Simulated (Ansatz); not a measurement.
Geometry relaxation, with input and output: Ga$_{32}$P$_{32}$ (part 1 of 2)

System: Ga$_{32}$P$_{32}$ (F-43m, 64 atoms in the cell).
Method: DFT, PBEsol, PAW, plane waves (Ansatz 0.2.0).

The structure was built on a prototype by a generator.

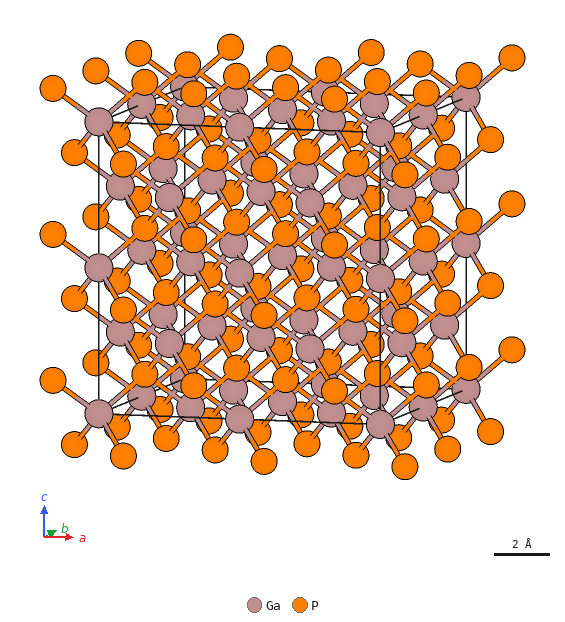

Fig. 1: The starting structure (ball-and-stick view of the cell of the calculation, seen slightly off an axis; bonded neighbours outside the cell are drawn too). Near neighbours in the crystal (not all of them lie inside the picture): Ga has 4 P at 2.35 Å; P has 4 Ga at 2.35 Å.

## The input
```yaml
crystal:
  lattice:
    - [10.876976, 0.000000, 0.000000]
    - [0.000000, 10.876976, 0.000000]
    - [0.000000, 0.000000, 10.876976]
  atoms:
    - { symbol: Ga, position: [0.000000, 0.000000, 0.000000] }
    - { symbol: Ga, position: [0.000000, 0.000000, 0.500000] }
    - { symbol: Ga, position: [0.000000, 0.500000, 0.000000] }
    - { symbol: Ga, position: [0.000000, 0.500000, 0.500000] }
    - { symbol: Ga, position: [0.500000, 0.000000, 0.000000] }
    - { symbol: Ga, position: [0.500000, 0.000000, 0.500000] }
    - { symbol: Ga, position: [0.500000, 0.500000, 0.000000] }
    - { symbol: Ga, position: [0.500000, 0.500000, 0.500000] }
    - { symbol: Ga, position: [0.250000, 0.250000, 0.000000] }
    - { symbol: Ga, position: [0.250000, 0.250000, 0.500000] }
    - { symbol: Ga, position: [0.250000, 0.750000, 0.000000] }
    - { symbol: Ga, position: [0.250000, 0.750000, 0.500000] }
    - { symbol: Ga, position: [0.750000, 0.250000, 0.000000] }
    - { symbol: Ga, position: [0.750000, 0.250000, 0.500000] }
    - { symbol: Ga, position: [0.750000, 0.750000, 0.000000] }
    - { symbol: Ga, position: [0.750000, 0.750000, 0.500000] }
    - { symbol: Ga, position: [0.250000, 0.000000, 0.250000] }
    - { symbol: Ga, position: [0.250000, 0.000000, 0.750000] }
    - { symbol: Ga, position: [0.250000, 0.500000, 0.250000] }
    - { symbol: Ga, position: [0.250000, 0.500000, 0.750000] }
    - { symbol: Ga, position: [0.750000, 0.000000, 0.250000] }
    - { symbol: Ga, position: [0.750000, 0.000000, 0.750000] }
    - { symbol: Ga, position: [0.750000, 0.500000, 0.250000] }
    - { symbol: Ga, position: [0.750000, 0.500000, 0.750000] }
    - { symbol: Ga, position: [0.000000, 0.250000, 0.250000] }
    - { symbol: Ga, position: [0.000000, 0.250000, 0.750000] }
    - { symbol: Ga, position: [0.000000, 0.750000, 0.250000] }
    - { symbol: Ga, position: [0.000000, 0.750000, 0.750000] }
    - { symbol: Ga, position: [0.500000, 0.250000, 0.250000] }
    - { symbol: Ga, position: [0.500000, 0.250000, 0.750000] }
    - { symbol: Ga, position: [0.500000, 0.750000, 0.250000] }
    - { symbol: Ga, position: [0.500000, 0.750000, 0.750000] }
    - { symbol: P, position: [0.125000, 0.125000, 0.125000] }
    - { symbol: P, position: [0.125000, 0.125000, 0.625000] }
    - { symbol: P, position: [0.125000, 0.625000, 0.125000] }
    - { symbol: P, position: [0.125000, 0.625000, 0.625000] }
    - { symbol: P, position: [0.625000, 0.125000, 0.125000] }
    - { symbol: P, position: [0.625000, 0.125000, 0.625000] }
    - { symbol: P, position: [0.625000, 0.625000, 0.125000] }
    - { symbol: P, position: [0.625000, 0.625000, 0.625000] }
    - { symbol: P, position: [0.375000, 0.375000, 0.125000] }
    - { symbol: P, position: [0.375000, 0.375000, 0.625000] }
    - { symbol: P, position: [0.375000, 0.875000, 0.125000] }
    - { symbol: P, position: [0.375000, 0.875000, 0.625000] }
    - { symbol: P, position: [0.875000, 0.375000, 0.125000] }
    - { symbol: P, position: [0.875000, 0.375000, 0.625000] }
    - { symbol: P, position: [0.875000, 0.875000, 0.125000] }
    - { symbol: P, position: [0.875000, 0.875000, 0.625000] }
    - { symbol: P, position: [0.375000, 0.125000, 0.375000] }
    - { symbol: P, position: [0.375000, 0.125000, 0.875000] }
    - { symbol: P, position: [0.375000, 0.625000, 0.375000] }
    - { symbol: P, position: [0.375000, 0.625000, 0.875000] }
    - { symbol: P, position: [0.875000, 0.125000, 0.375000] }
    - { symbol: P, position: [0.875000, 0.125000, 0.875000] }
    - { symbol: P, position: [0.875000, 0.625000, 0.375000] }
    - { symbol: P, position: [0.875000, 0.625000, 0.875000] }
    - { symbol: P, position: [0.125000, 0.375000, 0.375000] }
    - { symbol: P, position: [0.125000, 0.375000, 0.875000] }
    - { symbol: P, position: [0.125000, 0.875000, 0.375000] }
    - { symbol: P, position: [0.125000, 0.875000, 0.875000] }
    - { symbol: P, position: [0.625000, 0.375000, 0.375000] }
    - { symbol: P, position: [0.625000, 0.375000, 0.875000] }
    - { symbol: P, position: [0.625000, 0.875000, 0.375000] }
    - { symbol: P, position: [0.625000, 0.875000, 0.875000] }
kpoints:
  mp_grid: { grid: [1, 1, 1], shift: [0.5, 0.5, 0.5] }
hamiltonian:
  xc: pbesol
scf:
  occupations: { method: fermi_dirac, width: 0.01 }
relax:
  f_tol: 0.03
  max_steps: 80
  escape_saddle: false
  adjacent_minimum: "off"
  cell: { fix: [shape] }
output:
  forces: true
  eigenvalues: true
  populations: true
```

Machine: 8 CPU threads, shared host.

## Log
```
Pseudopotentials: kind: paw
Functional definition: PBEsol
  exchange = pbesol_x
  correlation = pbesol_c
Crystal: 64 atoms, lattice volume = 1286.840 Å³
Basis set: ecut = 420 eV, 25269 PW (Γ), exchange–correlation on 150×150×150 points (8 copies of the dense FFT grid, shifted against one another)
Bands: 352, of which v1, the nominal top of the filled ones, is band 288 counted from 1 (287 counted from 0)
Symmetry: 768 space group operations
Space group: F-43m (ITA 216), of the structure as read, at distance tolerance 1.1e-4 Å
k-points: 1
Non-local potential: Ga, projectors of the file, l = 0: 2, l = 1: 2, l = 2: 3, l = 3: 1
Non-local potential: P, projectors of the file, l = 0: 2, l = 1: 2, l = 2: 2
PAW form: soft (Blöchl's): semilocal exchange-correlation on the pseudo side does not see the compensation charge
PAW frozen core: Ga, regenerated for the run's functional, and the local potential with it (the file was generated under x = pbe(κ = 0.804, μ = 0.2195149727645171), c = pbe(β = 0.06672455060314922))
PAW frozen core: P, regenerated for the run's functional, and the local potential with it (the file was generated under x = pbe(κ = 0.804, μ = 0.2195149727645171), c = pbe(β = 0.06672455060314922))
PAW one-centre angular grid: Ga, 590 points (default); XC on 64 Gauss nodes
PAW one-centre angular grid: P, 110 points (default); XC on 64 Gauss nodes
Initial density: superposition of atomic densities (neutral atoms: chi_scale 0, normalization atom), corrected by the library's trained network
Initial wavefunctions: pseudopotential atomic-orbital guess
Functional: x = pbesol(κ = 0.804, μ = 0.12345679012345678), c = pbesol(β = 0.046)
SCF iter   1: F=—  HF=-143485.599796 eV  |F-HF|=—  |Δ(HF+E_count)|=         —  Δρ=2.52e-3  dr2=1.29e-1  ethr=1.77e-3  ⟨swp⟩=8.0  Hψ=1494  notcnv=0
preconditioner: auto → Resta (q_TF=auto, 2.386 Å⁻¹)  ε∞=4.2  [insulator: Δε(μ)=2.739 eV  Ē_g=13.866 eV  σ=0.010 eV  W_gap=1.00  n_scr=304 (ndim 8)  ℏωp=24.8 eV  f_vac=0.012  D(μ)=0.00/eV (n_scr^D=0)  ε∞_Penn≈4.2]
SCF iter   2: F=—  HF=-143485.487444 eV  |F-HF|=—  |Δ(HF+E_count)|=   1.12e-1  Δρ=1.38e-3  dr2=2.67e-2  ethr=2.24e-5  ⟨swp⟩=3.0  Hψ=767  notcnv=0  defer=32
SCF iter   3: F=—  HF=-143485.485339 eV  |F-HF|=—  |Δ(HF+E_count)|=   2.10e-3  Δρ=6.78e-4  dr2=3.95e-3  ethr=4.63e-6  ⟨swp⟩=2.0  Hψ=640  notcnv=0  defer=32
SCF iter   4: F=—  HF=-143485.482803 eV  |F-HF|=—  |Δ(HF+E_count)|=   2.54e-3  Δρ=2.13e-4  dr2=8.65e-4  ethr=6.86e-7  ⟨swp⟩=2.0  Hψ=640  notcnv=0  defer=32
SCF iter   5: F=—  HF=-143485.480566 eV  |F-HF|=—  |Δ(HF+E_count)|=   2.24e-3  Δρ=7.51e-5  dr2=1.11e-4  ethr=1.50e-7  ⟨swp⟩=3.0  Hψ=608  notcnv=0  defer=32
SCF iter   6: F=—  HF=-143485.480662 eV  |F-HF|=—  |Δ(HF+E_count)|=   9.57e-5  Δρ=1.72e-5  dr2=2.72e-6  ethr=1.92e-8  ⟨swp⟩=2.0  Hψ=560  notcnv=0  defer=32
SCF iter   7: F=—  HF=-143485.481166 eV  |F-HF|=—  |Δ(HF+E_count)|=   5.04e-4  Δρ=1.63e-6  dr2=3.87e-8  ethr=1.74e-11  ⟨swp⟩=13.0  Hψ=2067  notcnv=0
SCF iter   8: F=-143485.481166 eV  HF=-143485.481166 eV  |F-HF|=1.40e-8  |Δ(HF+E_count)|=   1.89e-8  Δρ=1.33e-6  dr2=1.21e-8  ethr=6.72e-12  ⟨swp⟩=2.0  Hψ=996  notcnv=0
SCF 1 converged in 8 iterations: F = -143485.481166 eV  dr2 = 1.21e-8
  greatest PAW one-centre occupation: 0.994 electrons in one spin orbital (limit 2), on the Ga atom at site 31 (counted from 0), in its partial waves of l = 2
relax step   1: F+E_penalty+E_count = -143485.48116585 eV  Δ(F+E_penalty+E_count) = +0.000e0 eV  max|allowed force component| = 3.601e-24 eV/Å  Δτ_max = 0.0000 Å  P = +0.378 GPa  Ω = 1286.840 Å³  fix = [alpha, beta, gamma, b/a, c/a]  (8 SCF iters, dr2 threshold 1.00e-7 eV, accepted)
Crystal: 64 atoms, lattice volume = 1291.209 Å³
Basis set: ecut = 420 eV, 25341 PW (Γ), exchange–correlation on 150×150×150 points (8 copies of the dense FFT grid, shifted against one another)
Initial density: handed on by an earlier stage of this run
Initial wavefunctions: those handed on with the density
iter 1 solved again at ethr=9.76e-8 eV; its pass at ethr=3.10e-3 eV (dr2=5.62e-4 eV) is discarded
SCF iter   1: F=—  HF=-143485.486025 eV  |F-HF|=—  |Δ(HF+E_count)|=         —  Δρ=1.78e-4  dr2=5.77e-4  ethr=9.76e-8  ⟨swp⟩=4.0  Hψ=1367  notcnv=0
preconditioner: auto → Resta (q_TF=auto, 2.385 Å⁻¹)  ε∞=4.2  [insulator: Δε(μ)=2.740 eV  Ē_g=13.879 eV  σ=0.010 eV  W_gap=1.00  n_scr=304 (ndim 8)  ℏωp=24.8 eV  f_vac=0.009  D(μ)=0.00/eV (n_scr^D=0)  ε∞_Penn≈4.2]
SCF iter   2: F=—  HF=-143485.486736 eV  |F-HF|=—  |Δ(HF+E_count)|=   7.11e-4  Δρ=9.71e-5  dr2=1.69e-4  ethr=9.76e-8  ⟨swp⟩=2.0  Hψ=376  notcnv=0
SCF iter   3: F=—  HF=-143485.486340 eV  |F-HF|=—  |Δ(HF+E_count)|=   3.97e-4  Δρ=2.70e-5  dr2=1.03e-5  ethr=2.93e-8  ⟨swp⟩=2.0  Hψ=456  notcnv=0
SCF iter   4: F=—  HF=-143485.486342 eV  |F-HF|=—  |Δ(HF+E_count)|=   1.72e-6  Δρ=1.57e-5  dr2=2.98e-6  ethr=1.79e-9  ⟨swp⟩=2.0  Hψ=640  notcnv=0
SCF iter   5: F=-143485.486341 eV  HF=-143485.486341 eV  |F-HF|=3.14e-7  |Δ(HF+E_count)|=   4.62e-7  Δρ=4.74e-6  dr2=2.56e-7  ethr=6.22e-11  ⟨swp⟩=4.0  Hψ=1530  notcnv=0
SCF 2 converged in 5 iterations: F = -143485.486341 eV  dr2 = 2.56e-7
relax step   2: F+E_penalty+E_count = -143485.48634135 eV  Δ(F+E_penalty+E_count) = -5.176e-3 eV  max|allowed force component| = 1.076e-23 eV/Å  Δτ_max = 0.0000 Å  P = +0.088 GPa  Ω = 1291.209 Å³  energy of the carried Pulay correction = -1.180e-3 eV  fix = [alpha, beta, gamma, b/a, c/a]  (5 SCF iters, dr2 threshold 3.58e-7 eV, accepted)
Crystal: 64 atoms, lattice volume = 1292.547 Å³
iter 1 solved again at ethr=9.49e-9 eV; its pass at ethr=3.10e-3 eV (dr2=5.47e-5 eV) is discarded
SCF iter   1: F=—  HF=-143485.486363 eV  |F-HF|=—  |Δ(HF+E_count)|=         —  Δρ=5.34e-5  dr2=5.60e-5  ethr=9.49e-9  ⟨swp⟩=4.0  Hψ=1338  notcnv=0
preconditioner: auto → Resta (q_TF=auto, 2.384 Å⁻¹)  ε∞=4.2  [insulator: Δε(μ)=2.737 eV  Ē_g=13.876 eV  σ=0.010 eV  W_gap=1.00  n_scr=304 (ndim 8)  ℏωp=24.8 eV  f_vac=0.009  D(μ)=0.00/eV (n_scr^D=0)  ε∞_Penn≈4.2]
SCF iter   2: F=—  HF=-143485.486354 eV  |F-HF|=—  |Δ(HF+E_count)|=   9.44e-6  Δρ=2.96e-5  dr2=1.71e-5  ethr=9.49e-9  ⟨swp⟩=2.0  Hψ=376  notcnv=0
SCF iter   3: F=—  HF=-143485.486354 eV  |F-HF|=—  |Δ(HF+E_count)|=   2.59e-7  Δρ=8.42e-6  dr2=1.05e-6  ethr=2.97e-9  ⟨swp⟩=2.0  Hψ=472  notcnv=0
SCF iter   4: F=—  HF=-143485.486354 eV  |F-HF|=—  |Δ(HF+E_count)|=   4.05e-7  Δρ=5.13e-6  dr2=2.94e-7  ethr=1.82e-10  ⟨swp⟩=2.0  Hψ=640  notcnv=0
SCF iter   5: F=—  HF=-143485.486354 eV  |F-HF|=—  |Δ(HF+E_count)|=   1.11e-7  Δρ=1.47e-6  dr2=2.08e-8  ethr=5.11e-11  ⟨swp⟩=2.0  Hψ=704  notcnv=0
SCF iter   6: F=-143485.486354 eV  HF=-143485.486354 eV  |F-HF|=5.53e-10  |Δ(HF+E_count)|=   3.00e-8  Δρ=2.06e-7  dr2=2.58e-10  ethr=3.39e-12  ⟨swp⟩=5.0  Hψ=1120  notcnv=0
SCF 3 converged in 6 iterations: F = -143485.486354 eV  dr2 = 2.58e-10
relax step   3: F+E_penalty+E_count = -143485.48635400 eV  Δ(F+E_penalty+E_count) = -1.264e-5 eV  max|allowed force component| = 1.633e-24 eV/Å  Δτ_max = 0.0000 Å  P = +0.001 GPa  Ω = 1292.547 Å³  energy of the carried Pulay correction = -1.540e-3 eV  fix = [alpha, beta, gamma, b/a, c/a]  (6 SCF iters, dr2 threshold 1.96e-8 eV, accepted)
Initial wavefunctions: pseudopotential atomic-orbital guess (no wavefunctions were taken with the density)
iter 1 solved again at ethr=9.62e-7 eV; its pass at ethr=3.10e-3 eV (dr2=5.54e-3 eV) is discarded
SCF iter   1: F=—  HF=-143485.483212 eV  |F-HF|=—  |Δ(HF+E_count)|=         —  Δρ=2.47e-4  dr2=1.68e-5  ethr=9.62e-7  ⟨swp⟩=4.0  Hψ=2374  notcnv=0
eigensolver tolerance schedule: the retry pair's looser diagonalisation over-reported the residual by 328.47 of it (diagonalisation noise at 0.11 of the residual, at the tolerance the schedule requests for it); recorded, not acted on — ethr = c·dr2/N_el stays at c = 1.0e-1
preconditioner: auto → Resta (q_TF=auto, 2.384 Å⁻¹)  ε∞=4.2  [insulator: Δε(μ)=2.737 eV  Ē_g=13.876 eV  σ=0.010 eV  W_gap=1.00  n_scr=304 (ndim 8)  ℏωp=24.8 eV  f_vac=0.008  D(μ)=0.00/eV (n_scr^D=0)  ε∞_Penn≈4.2]
SCF iter   2: F=—  HF=-143485.488236 eV  |F-HF|=—  |Δ(HF+E_count)|=   5.02e-3  Δρ=1.25e-4  dr2=4.64e-6  ethr=2.92e-9  ⟨swp⟩=3.0  Hψ=656  notcnv=0
SCF iter   3: F=—  HF=-143485.489736 eV  |F-HF|=—  |Δ(HF+E_count)|=   1.50e-3  Δρ=1.13e-5  dr2=3.21e-7  ethr=8.06e-10  ⟨swp⟩=2.0  Hψ=624  notcnv=0
SCF iter   4: F=—  HF=-143485.489744 eV  |F-HF|=—  |Δ(HF+E_count)|=   8.92e-6  Δρ=6.33e-7  dr2=4.69e-9  ethr=5.57e-11  ⟨swp⟩=2.0  Hψ=704  notcnv=0
SCF iter   5: F=—  HF=-143485.489744 eV  |F-HF|=—  |Δ(HF+E_count)|=   1.80e-9  Δρ=2.89e-7  dr2=1.11e-9  ethr=1.00e-12  ⟨swp⟩=5.0  Hψ=1132  notcnv=0
SCF iter   6: F=-143485.489744 eV  HF=-143485.489744 eV  |F-HF|=9.02e-10  |Δ(HF+E_count)|=   1.69e-9  Δρ=1.11e-7  dr2=1.71e-10  ethr=1.00e-12  ⟨swp⟩=4.0  Hψ=964  notcnv=0
SCF 4 converged in 6 iterations: F = -143485.489744 eV  dr2 = 1.71e-10
relax step   4: F+E_penalty+E_count = -143485.48974443 eV  Δ(F+E_penalty+E_count) = -3.390e-3 eV  max|allowed force component| = 2.160e-24 eV/Å  Δτ_max = 0.0000 Å  P = +0.000 GPa  Ω = 1292.547 Å³  fix = [alpha, beta, gamma, b/a, c/a]  stress off target by 1.55e-4 GPa on what of the cell is left free  SCF on the basis re-selected at this cell (its energy is not comparable with the rows above)  (6 S
```

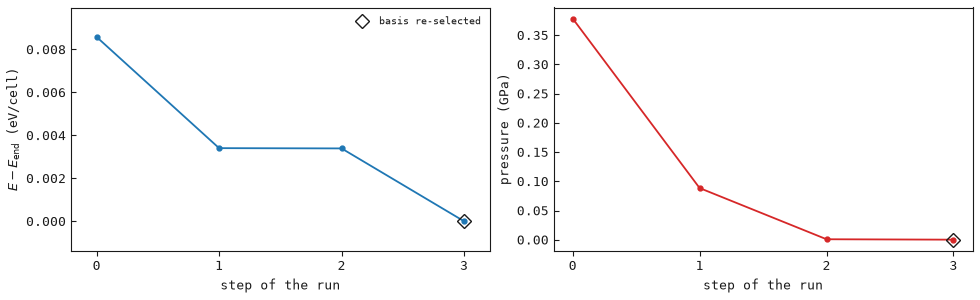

Fig. 2: Progress of the relaxation, step by step (the first geometry is step 0 here and step 1 in the log). The atoms keep their places relative to the cell (all moves are under 0.005 Å). The volume changes by +0.4 %, with a = b = c 10.877 → 10.893 Å (+0.1 %). The space group stays F-43m (No. 216). After 2 geometry steps the energy has fallen by 5.2 meV per cell of the calculation. All forces vanish by symmetry, so only the cell relaxes. Pressure: 0.38 GPa at the start and 0.00 GPa at the end. A last SCF at the same geometry on a re-selected plane-wave basis shifts the energy by −3.4 meV per cell of the calculation.

```
SCF converged after 6 iterations
Free energy (F): -143485.489744 eV
Harris-Foulkes:  -143485.489744 eV  (|F-HF|=9.02e-10)
Internal energy: -143485.489744 eV  (E = F + TS)
E sigma→0 (E₀):  -143485.489744 eV
Fermi energy:    7.760779 eV
--- Per-component energies (eV) ---
  E_band       = -1904.640844
  E_kinetic    = 5970.830653
  E_local      = -70431.102147  (includes V_loc(G=0)·N_el)
  E_nonlocal   = 14730.099111
  E_hartree    = 32529.677298
  E_xc         = -4150.607142
  E_vxc        = -3810.249494  (∫ρ·V_xc dr)
  E_paw        = -80128.109356  (= ΣΔE_a)
  E_vpaw       = -13423.571529  (= ΣTr[D̂ρ^β])
  E_aug_tail   = -0.003511  (compensation charges beyond the density's cutoff)
  E_ewald      = -42035.365014
  E_core_change = 29.090365  (= ΣΔE_core)
  E_smearing   = -0.000000  (= −TS)
  E_closure    = 0.000000  (closes the sum)
  Σ components = -143485.489744   (vs F -143485.489744, Δ=0.00e0)
```
